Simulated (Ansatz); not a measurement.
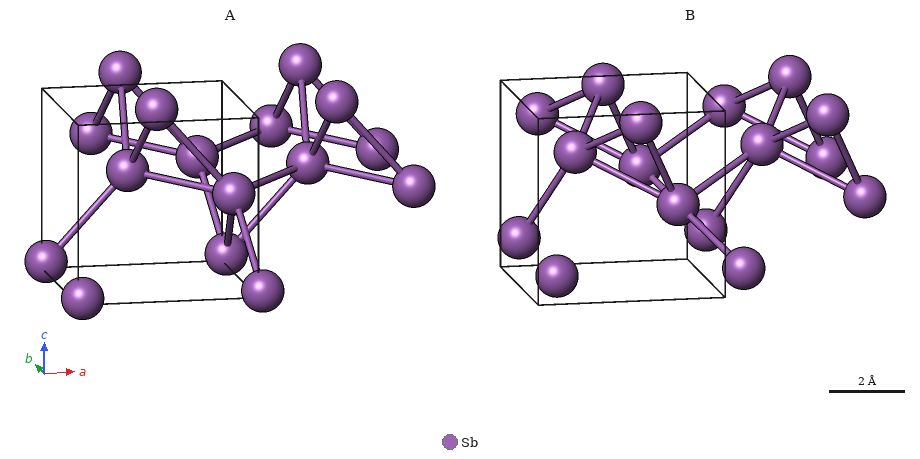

Two geometries of solid Sb (a generated structure, set up in P2_13), drawn at one scale. One is the start of a relaxation, the other its converged end. A ball-and-stick model of the cell of the calculation, repeated 2 × 2 × 1 with one cell outlined, seen slightly off an axis.

Theory: DFT PBE, scalar-relativistic, plane waves, PAW (Ansatz). (plane-wave cutoff 420 eV; k-point mesh 10 × 10 × 10; occupations gaussian; smearing width 0.1 eV; no spin polarisation; cell and atoms relaxed; force threshold 0.01 eV/Å; at most 80 steps)

Which of the two is the end point?

Structure B is the relaxed one. The largest moves relative to the cell, 0.84 Å, are those of Sb atoms. The volume changes by +11.5 %, with a = b = c 4.930 → 5.112 Å (+3.7 %). Near-neighbour distances that change, for instance: Sb–Sb 3.297 → 3.130 Å. Bond angles that change, for instance: Sb–Sb–Sb 68.5° → 99.6°, Sb–Sb–Sb 118.9° → 99.6°, Sb–Sb–Sb 128.2° → 146.4°. The space group (tolerance 0.01 Å) goes from P2_13 (No. 198) to P4_332 (No. 212). After 9 accepted moves (10 points after the start) the energy has fallen by 0.407 eV per cell of the calculation. Largest force component: 0.095 eV/Å at the start, under 0.0001 eV/Å at the end. The pressure goes from −2.52 to 0.00 GPa. At 1 point the geometry stayed and the basis and grid were re-selected for the new cell (energy shift of 2.1 meV per cell of the calculation at most each time). The run took 3.7 min on 1 thread of Intel(R) Xeon(R) Platinum 8488C (Sapphire Rapids) (shared host), peak memory 0.66 GiB.
